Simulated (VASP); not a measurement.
**Geometry relaxation, with input and output: GaSb**

GaSb (2 atoms in the cell), computed with Kohn-Sham DFT of a periodic cell, PBEsol, VASP PAW PBE potentials, recommended, no spin polarisation (VASP 6.6.1).

The structure derives from an entry of the Crystallography Open Database.

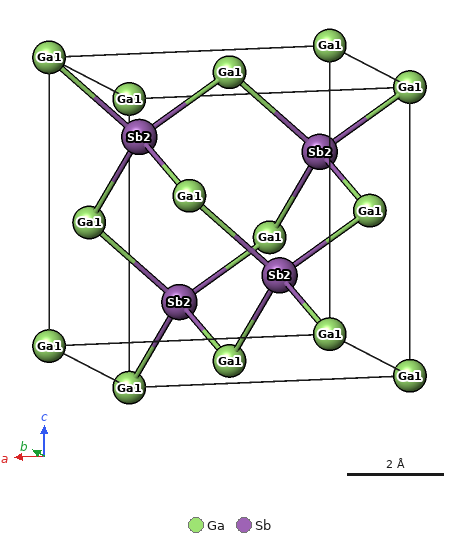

Figure 1. The structure as given in the input (ball-and-stick view of the cell 4 times as large as that of the calculation, set on its symmetry axes, seen at an oblique angle; atoms are numbered from 1 in the order of the input). Near neighbours in the crystal (not all of them lie inside the picture): Ga has 4 Sb at 2.65 Å; Sb has 4 Ga at 2.65 Å.

INCAR:
```
  PREC = Accurate
  ENCUT = 600
  EDIFF = 1E-6
  ISMEAR = 0
  SIGMA = 0.03
  LREAL = F
  LASPH = T
  NELM = 80
  ALGO = Normal
  ISIF = 3
  LWAVE = F
  LCHARG = F
  GGA = PS
  IBRION = 2
  NSW = 90
  EDIFFG = -0.01
  KPAR = 4
```

KPOINTS:
```
Automatic mesh
0
Gamma
  10 10 10
```

POSCAR:
```
GaSb
1.0
    0.0000000000      3.0590000000      3.0590000000
    3.0590000000      0.0000000000      3.0590000000
    3.0590000000      3.0590000000      0.0000000000
Ga Sb
1 1
Direct
    0.0000000000      0.0000000000      0.0000000000
    0.2500000000      0.2500000000      0.2500000000
```

Run as:
```bash
cat potpaw_PBE.64/Ga_d/POTCAR potpaw_PBE.64/Sb/POTCAR > POTCAR
mpirun -np 4 vasp_std > vasp.out
```

OSZICAR:
```
N       E                     dE             d eps       ncg     rms          rms(c)
DAV:   1     0.805038475887E+02    0.80504E+02   -0.94325E+03  1246   0.186E+03
DAV:   2    -0.223063363994E+01   -0.82734E+02   -0.80694E+02  1347   0.334E+02
DAV:   3    -0.814068324845E+01   -0.59100E+01   -0.58603E+01  1522   0.747E+01
DAV:   4    -0.825002957094E+01   -0.10935E+00   -0.10929E+00  1427   0.111E+01
DAV:   5    -0.825296765459E+01   -0.29381E-02   -0.29380E-02  1549   0.162E+00    0.314E+00
DAV:   6    -0.817883270179E+01    0.74135E-01   -0.98389E-02  1615   0.610E+00    0.184E+00
DAV:   7    -0.815303842760E+01    0.25794E-01   -0.50473E-02  1445   0.229E+00    0.365E-01
DAV:   8    -0.815304462264E+01   -0.61950E-05   -0.52880E-03  1634   0.107E+00    0.917E-02
DAV:   9    -0.815330909306E+01   -0.26447E-03   -0.45509E-04  1317   0.195E-01    0.305E-02
DAV:  10    -0.815331663060E+01   -0.75375E-05   -0.25458E-05  1510   0.459E-02    0.790E-03
DAV:  11    -0.815332550716E+01   -0.88766E-05   -0.10662E-05  1325   0.247E-02    0.375E-03
DAV:  12    -0.815332583259E+01   -0.32543E-06   -0.63318E-07  1021   0.819E-03
   1 F= -.81533258E+01 E0= -.81532993E+01  d E =-.815333E+01
       N       E                     dE             d eps       ncg     rms          rms(c)
DAV:   1    -0.815423814573E+01   -0.91264E-03   -0.12234E-02  1587   0.203E+00    0.170E-01
DAV:   2    -0.815353975397E+01    0.69839E-03   -0.14046E-03  1552   0.782E-01    0.777E-02
DAV:   3    -0.815337009515E+01    0.16966E-03   -0.20828E-04  1607   0.255E-01    0.178E-02
DAV:   4    -0.815335218229E+01    0.17913E-04   -0.21345E-05  1454   0.710E-02    0.574E-03
DAV:   5    -0.815335085896E+01    0.13233E-05   -0.11758E-06   656   0.160E-02    0.126E-03
DAV:   6    -0.815335084999E+01    0.89731E-08   -0.29812E-07   611   0.104E-02
   2 F= -.81533508E+01 E0= -.81533242E+01  d E =-.250174E-04
```

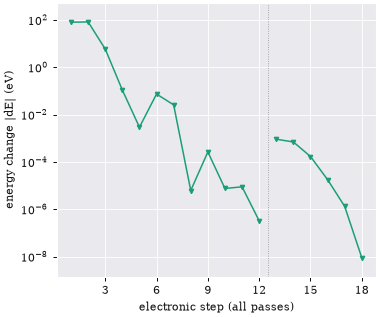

Figure 2. Convergence of the self-consistent field: energy change |dE| against the electronic step. Each stretch between dotted lines is the SCF of one geometry step of a relaxation. The 2 ionic steps take 6 to 12 electronic steps each. The density is held fixed in the first few steps, and dE rises again when its update begins.

Parts of OUTCAR:
```
PREC = Accurate
   ENCUT = 600
   EDIFF = 1E-6
   ISMEAR = 0
   LREAL = F
   LASPH = T
   NELM = 80
   ISIF = 3
   GGA = PS
   IBRION = 2
   NSW = 90
   EDIFFG = -0.01

 ion  position               nearest neighbor table
   1  0.000  0.000  0.000-   2 2.65   2 2.65   2 2.65   2 2.65
   2  0.250  0.250  0.250-   1 2.65   1 2.65   1 2.65   1 2.65

  LATTYP: Found a face centered cubic cell.
 ALAT       =     6.1180000000

  Lattice vectors:

 A1 = (   0.0000000000,   3.0590000000,   3.0590000000)
 A2 = (   3.0590000000,   0.0000000000,   3.0590000000)
 A3 = (   3.0590000000,   3.0590000000,   0.0000000000)

Analysis of symmetry for initial positions (statically):
=====================================================================
 Subroutine PRICEL returns:
 Original cell was already a primitive cell.

 Routine SETGRP: Setting up the symmetry group for a
 face centered cubic supercell.

 Subroutine GETGRP returns: Found 24 space group operations
 (whereof 24 operations were pure point group operations)
 out of a pool of 48 trial point group operations.

The static configuration has the point symmetry T_d .

Analysis of symmetry for dynamics (positions and initial velocities):
=====================================================================
 Subroutine PRICEL returns:
 Original cell was already a primitive cell.

 Routine SETGRP: Setting up the symmetry group for a
 face centered cubic supercell.

 Subroutine GETGRP returns: Found 24 space group operations
 (whereof 24 operations were pure point group operations)
 out of a pool of 48 trial point group operations.

The dynamic configuration has the point symmetry T_d .

 Subroutine INISYM returns: Found 24 space group operations
 (whereof 24 operations are pure point group operations),
 and found     1 'primitive' translations

----------------------------------------------------------------------------------------

                                     Primitive cell

  volume of cell :      57.2491

  direct lattice vectors                    reciprocal lattice vectors
     0.000000000  3.059000000  3.059000000    -0.163452109  0.163452109  0.163452109
     3.059000000  0.000000000  3.059000000     0.163452109 -0.163452109  0.163452109
     3.059000000  3.059000000  0.000000000     0.163452109  0.163452109 -0.163452109

  length of vectors
     4.326079287  4.326079287  4.326079287     0.283107357  0.283107357  0.283107357

  position of ions in fractional coordinates (direct lattice)
     0.000000000  0.000000000  0.000000000
     0.250000000  0.250000000  0.250000000

  ion indices of the primitive-cell ions
   primitive index   ion index
                 1           1
                 2           2

----------------------------------------------------------------------------------------

 KPOINTS: Automatic mesh

Automatic generation of k-mesh.
 Grid dimensions read from file:
 generate k-points for:   10   10   10

 Generating k-lattice:

  Cartesian coordinates                     Fractional coordinates (reciprocal lattice)
    -0.016345211  0.016345211  0.016345211     0.100000000  0.000000000  0.000000000
     0.016345211 -0.016345211  0.016345211     0.000000000  0.100000000  0.000000000
     0.016345211  0.016345211 -0.016345211     0.000000000  0.000000000  0.100000000

  Length of vectors
     0.028310736  0.028310736  0.028310736

  Shift w.r.t. Gamma in fractional coordinates (k-lattice)
     0.000000000  0.000000000  0.000000000

 Subroutine IBZKPT returns following result:
 ===========================================

 Found     47 irreducible k-points:

 Following reciprocal coordinates:
            Coordinates               Weight
  0.000000  0.000000  0.000000      1.000000
  0.100000  0.000000  0.000000      8.000000
  0.200000  0.000000  0.000000      8.000000
  0.300000  0.000000  0.000000      8.000000
  0.400000  0.000000  0.000000      8.000000
  0.500000  0.000000  0.000000      4.000000
  0.100000  0.100000  0.000000      6.000000
  0.200000  0.100000  0.000000     24.000000
  0.300000  0.100000  0.000000     24.000000
  0.400000  0.100000  0.000000     24.000000
  0.500000  0.100000  0.000000     24.000000
 -0.400000  0.100000  0.000000     24.000000
 -0.300000  0.100000  0.000000     24.000000
 -0.200000  0.100000  0.000000     24.000000
 -0.100000  0.100000  0.000000     12.000000
  0.200000  0.200000  0.000000      6.000000
  0.300000  0.200000  0.000000     24.000000
  0.400000  0.200000  0.000000     24.000000
  0.500000  0.200000  0.000000     24.000000
 -0.400000  0.200000  0.000000     24.000000
 -0.300000  0.200000  0.000000     24.000000
 -0.200000  0.200000  0.000000     12.000000
  0.300000  0.300000  0.000000      6.000000
  0.400000  0.300000  0.000000     24.000000
 [... further k-points ...]
   k-points           NKPTS =     47   k-points in BZ     NKDIM =     47   number of bands    NBANDS=     13
   number of dos      NEDOS =    301   number of ions     NIONS =      2
   total plane-waves  NPLWV =  46656
   dimension x,y,z NGX =    36 NGY =   36 NGZ =   36
   dimension x,y,z NGXF=    72 NGYF=   72 NGZF=   72
   ions per type =               1   1
   NGX,Y,Z   is equivalent  to a cutoff of  13.83, 13.83, 13.83 a.u.
   NGXF,Y,Z  is equivalent  to a cutoff of  27.67, 27.67, 27.67 a.u.
 SYSTEM =  unknown system
   PREC   = accura    normal or accurate (medium, high low for compatibility)
   ISTART =      0    job   : 0-new  1-cont  2-samecut
   ICHARG =      2    charge: 1-file 2-atom 10-const
   ISPIN  =      1    spin polarized calculation?
   LNONCOLLINEAR =      F non collinear calculations
   LSORBIT =      F    spin-orbit coupling
   LASPH  =      T    aspherical Exc in radial PAW
   ENCUT  =  600.0 eV  44.10 Ry    6.64 a.u.   8.64  8.64  8.64*2*pi/ulx,y,z
   NELM   =     80;   NELMIN=  2; NELMDL= -5     # of ELM steps
   EDIFF  = 0.1E-05   stopping-criterion for ELM
   LREAL  =      F    real-space projection
   EDIFFG = -.1E-01   stopping-criterion for IOM
   NSW    =     90    number of steps for IOM
   IBRION =      2    ionic relax: 0-MD 1-quasi-New 2-CG
   NFREE  =      1    steps in history (QN), initial steepest desc. (CG)
   ISIF   =      3    stress and relaxation
   ISYM   =      2    0-nonsym 1-usesym 2-fastsym
   POTIM  = 0.5000    time-step for ionic-motion
   TEBEG  =    0.0;   TEEND  =   0.0 temperature during run
   PSTRESS=    0.0 pullay stress
   NELECT =      18.0000    total number of electrons
   NUPDOWN=      -1.0000    fix difference up-down
   EMIN   =  10.00;   EMAX   =-10.00  energy-range for DOS
   EFERMI =   0.00;   METHOD = LEGACY
   ISMEAR =     0;   SIGMA  =   0.03  broadening in eV -4-tet -1-fermi 0-gaus
   EFERMI_NEDOS =   21; number of points for ismear=-14 and -15
   IALGO  =     38    algorithm
   IMIX   =      4    mixing-type and parameters
     AMIX     =   0.40;   BMIX     =  1.00
     AMIX_MAG =   1.60;   BMIX_MAG =  1.00
  volume/ion in A,a.u.               =      28.62       193.17
  Fermi-wavevector in a.u.,A,eV,Ry     =   1.113208  2.103657 16.860766  1.239231
  Thomas-Fermi vector in A             =   2.249790
   LORBIT       =      0    0 simple, 1 ext, 2 COOP (PROOUT), +10 PAW based schemes
   GGA     = PS    functional components
   LHFCALC =     F    Hartree Fock is set to
   AEXX    =    0.0000 exact exchange contribution
   IVDW    =     0    specifies the selected vdW correction
   LEPSILON=     F    determine dielectric tensor
   LRPA    =     F    only Hartree local field effects (RPA)
 conjugate gradient relaxation of ions
 non-spin polarized calculation
 Gauss-broadening in eV      SIGMA  =   0.03
  energy-cutoff  :      600.00
  volume of cell :       57.25
 maximum number of plane-waves:      1925
   NGX = 17   NGY = 17   NGZ = 17

--------------------------------------- Ionic step        1  -------------------------------------------

 number of electron      18.0000006 magnetization

 Free energy of the ion-electron system (eV)
  ---------------------------------------------------
  ext. energy  EPLUGINS =         0.00000000
  ---------------------------------------------------
  free energy    TOTEN  =        -8.15332583 eV

  energy without entropy =       -8.15327274  energy(sigma->0) =       -8.15329928

------------------------ aborting loop because EDIFF is reached ----------------------------------------

  FORCE on cell =-STRESS in cart. coord.  units (eV):
  Direction    XX          YY          ZZ          XY          YZ          ZX
  --------------------------------------------------------------------------------------
  -------------------------------------------------------------------------------------
  Total       -0.0330145     -0.0330145     -0.0330145      0.0000000      0.0000000      0.0000000
  in kB       -0.9239455     -0.9239455     -0.9239455      0.0000000      0.0000000      0.0000000
  external PRESSURE =      -0.9239455 kB  Pullay stress =       0.0000000 kB

 VOLUME and BASIS-vectors are now :
 -----------------------------------------------------------------------------
  energy-cutoff  :      600.00
  volume of cell :       57.25
      direct lattice vectors                 reciprocal lattice vectors
     0.000000000  3.059000000  3.059000000    -0.163452109  0.163452109  0.163452109
     3.059000000  0.000000000  3.059000000     0.163452109 -0.163452109  0.163452109
     3.059000000  3.059000000  0.000000000     0.163452109  0.163452109 -0.163452109

 POSITION                                       TOTAL-FORCE (eV/Angst)
 -----------------------------------------------------------------------------------
      0.00000      0.00000      0.00000         0.000000      0.000000      0.000000
      1.52950      1.52950      1.52950        -0.000000     -0.000000     -0.000000
 -----------------------------------------------------------------------------------
    total drift:                                0.000000      0.000000      0.000000

  FREE ENERGIE OF THE ION-ELECTRON SYSTEM (eV)
  ---------------------------------------------------
  free  energy   TOTEN  =        -8.1533258326 eV

  energy  without entropy=       -8.1532727351  energy(sigma->0) =       -8.15329928

--------------------------------------- Ionic step        2  -------------------------------------------

 number of electron      18.0000006 magnetization

 Free energy of the ion-electron system (eV)
  ---------------------------------------------------
  ext. energy  EPLUGINS =         0.00000000
  ---------------------------------------------------
  free energy    TOTEN  =        -8.15335085 eV

  energy without entropy =       -8.15329764  energy(sigma->0) =       -8.15332424

 E-fermi :   4.7713     XC(G=0):  -9.2770     alpha+bet :-10.1085

 val. band max:        4.7625856366   @ k =   0.0000   0.0000   0.0000
 cond. band min:       5.1069024345   @ k =   0.5000   0.0000   0.0000
 fundamental gap:      0.3443167979
 Fermi energy:         4.7712671070

 k-point     1 :       0.0000    0.0000    0.0000
  band No.  band energies     occupation
      1     -10.2473      2.00000
      2     -10.2473      2.00000
      3     -10.2473      2.00000
      4     -10.1966      2.00000
      5     -10.1966      2.00000
      6      -6.7655      2.00000
      7       4.7549      1.56081
      8       4.7549      1.56077
      9       4.7549      1.56077
     10       4.7626      1.31764
     11       7.5120      0.00000
     12       7.5120      0.00000
     13       7.5120      0.00000

 k-point     2 :       0.1000    0.0000    0.0000
  band No.  band energies     occupation
      1     -10.2501      2.00000
      2     -10.2461      2.00000
      3     -10.2461      2.00000
      4     -10.1967      2.00000
      5     -10.1967      2.00000
      6      -6.6621      2.00000
      7       3.1511      2.00000
      8       4.5811      2.00000
      9       4.5811      2.00000
     10       5.7099      0.00000
     11       7.7494      0.00000
     12       7.7494      0.00000
     13       7.8919      0.00000

 k-point     3 :       0.2000    0.0000    0.0000
  band No.  band energies     occupation
      1     -10.2575      2.00000
      2     -10.2431      2.00000
      3     -10.2431      2.00000
      4     -10.1970      2.00000
      5     -10.1970      2.00000
      6      -6.3612      2.00000
      7       1.4835      2.00000
      8       4.2248      2.00000
      9       4.2248      2.00000
     10       5.6601      0.00000
     11       8.2035      0.00000
     12       8.2035      0.00000
     13       9.1391      0.00000

 k-point     4 :       0.3000    0.0000    0.0000
  band No.  band energies     occupation
      1     -10.2663      2.00000
      2     -10.2397      2.00000
      3     -10.2397      2.00000
      4     -10.1969      2.00000
      5     -10.1969      2.00000
      6      -5.8997      2.00000
      7      -0.0189      2.00000
      8       3.8908      2.00000
      9       3.8908      2.00000
     10       5.3810      0.00000
     11       8.4709      0.00000
     12       8.4709      0.00000
     13      10.6839      0.00000

 k-point     5 :       0.4000    0.0000    0.0000
  band No.  band energies     occupation
      1     -10.2734      2.00000
      2     -10.2372      2.00000
      3     -10.2372      2.00000
      4     -10.1966      2.00000
      5     -10.1966      2.00000
      6      -5.3896      2.00000
      7      -1.1732      2.00000
      8       3.6695      2.00000
      9       3.6695      2.00000
     10       5.1777      0.00000
     11       8.4940      0.00000
     12       8.4940      0.00000
     13      11.1768      0.00000

 [... the levels of 18 k-points are left out ...]

 k-point    24 :       0.4000    0.3000    0.0000
  band No.  band energies     occupation
      1     -10.2843      2.00000
      2     -10.2285      2.00000
      3     -10.2279      2.00000
      4     -10.2053      2.00000
      5     -10.1936      2.00000
      6      -5.1478      2.00000
      7      -0.8553      2.00000
      8       2.2327      2.00000
      9       2.5540      2.00000
     10       5.9286      0.00000
     11       6.9789      0.00000
     12      10.9141      0.00000
     13      11.4431      0.00000

 [... further k-points ...]

------------------------ aborting loop because EDIFF is reached ----------------------------------------

  FORCE on cell =-STRESS in cart. coord.  units (eV):
  Direction    XX          YY          ZZ          XY          YZ          ZX
  --------------------------------------------------------------------------------------
  -------------------------------------------------------------------------------------
  Total        0.0107336      0.0107336      0.0107336      0.0000000      0.0000000     -0.0000000
  in kB        0.3011102      0.3011102      0.3011102      0.0000000      0.0000000     -0.0000000
  external PRESSURE =       0.3011102 kB  Pullay stress =       0.0000000 kB

 VOLUME and BASIS-vectors are now :
 -----------------------------------------------------------------------------
  energy-cutoff  :      600.00
  volume of cell :       57.11
      direct lattice vectors                 reciprocal lattice vectors
     0.000000000  3.056563957  3.056563957    -0.163582378  0.163582378  0.163582378
     3.056563957  0.000000000  3.056563957     0.163582378 -0.163582378  0.163582378
     3.056563957  3.056563957  0.000000000     0.163582378  0.163582378 -0.163582378

 POSITION                                       TOTAL-FORCE (eV/Angst)
 -----------------------------------------------------------------------------------
      0.00000      0.00000      0.00000        -0.000000     -0.000000     -0.000000
      1.52828      1.52828      1.52828         0.000000      0.000000      0.000000
 -----------------------------------------------------------------------------------
    total drift:                                0.000000      0.000000      0.000000

  FREE ENERGIE OF THE ION-ELECTRON SYSTEM (eV)
  ---------------------------------------------------
  free  energy   TOTEN  =        -8.1533508500 eV

  energy  without entropy=       -8.1532976361  energy(sigma->0) =       -8.15332424

 reached required accuracy - stopping structural energy minimisation
```

CONTCAR:
```
GaSb
   1.00000000000000
     0.0000000000000000    3.0565639574257815    3.0565639574257815
     3.0565639574257815    0.0000000000000000    3.0565639574257815
     3.0565639574257815    3.0565639574257815    0.0000000000000000
  Ga              Sb
     1     1
Direct
     0.0000000000000000    0.0000000000000000    0.0000000000000000
     0.2500000000000000    0.2500000000000000    0.2500000000000000

  0.00000000E+00  0.00000000E+00  0.00000000E+00
  0.00000000E+00  0.00000000E+00  0.00000000E+00
```

Trajectory as extended XYZ (Å, eV, eV/Å), 2 frames, from step=0 to step=1:
```
2
Lattice="0.0000 3.0590 3.0590 3.0590 0.0000 3.0590 3.0590 3.0590 0.0000" Properties=species:S:1:pos:R:3:forces:R:3 step=0 energy=-8.15333
Ga    0.0000    0.0000    0.0000    0.0000   0.0000   0.0000
Sb    1.5295    1.5295    1.5295    0.0000   0.0000   0.0000
2
Lattice="0.0000 3.0566 3.0566 3.0566 0.0000 3.0566 3.0566 3.0566 0.0000" Properties=species:S:1:pos:R:3:forces:R:3 step=1 energy=-8.15335
Ga    0.0000    0.0000    0.0000    0.0000   0.0000   0.0000
Sb    1.5283    1.5283    1.5283    0.0000   0.0000   0.0000
```

Summary:

```json
{"quantity": "outcome", "value": "converged"}
{"quantity": "space group (tolerance 0.01 Å)", "value": "F-43m (216)"}
{"quantity": "electrons treated", "value": "18"}
{"quantity": "free energy", "value": "−8.1534 eV"}
{"quantity": "Fermi energy", "value": "4.771 eV"}
{"quantity": "gap on the k-point mesh", "value": "none (metallic)"}
{"quantity": "pressure", "value": "0.03 GPa"}
{"quantity": "final volume", "value": "57.11 Å³"}
{"quantity": "largest force (length of the vector) at the end", "value": "under 0.001 eV/Å"}
{"quantity": "final cell", "value": "a = 4.323 Å, b = 4.323 Å, c = 4.323 Å, α = 60.00°, β = 60.00°, γ = 60.00°"}
{"quantity": "hardware", "value": "4 threads of Intel Xeon (Granite Rapids), 192 GiB of memory available, shared host"}
{"quantity": "wall time", "value": "20 s (CPU time 70 s)"}
{"quantity": "peak memory", "value": "0.23 GiB"}
```
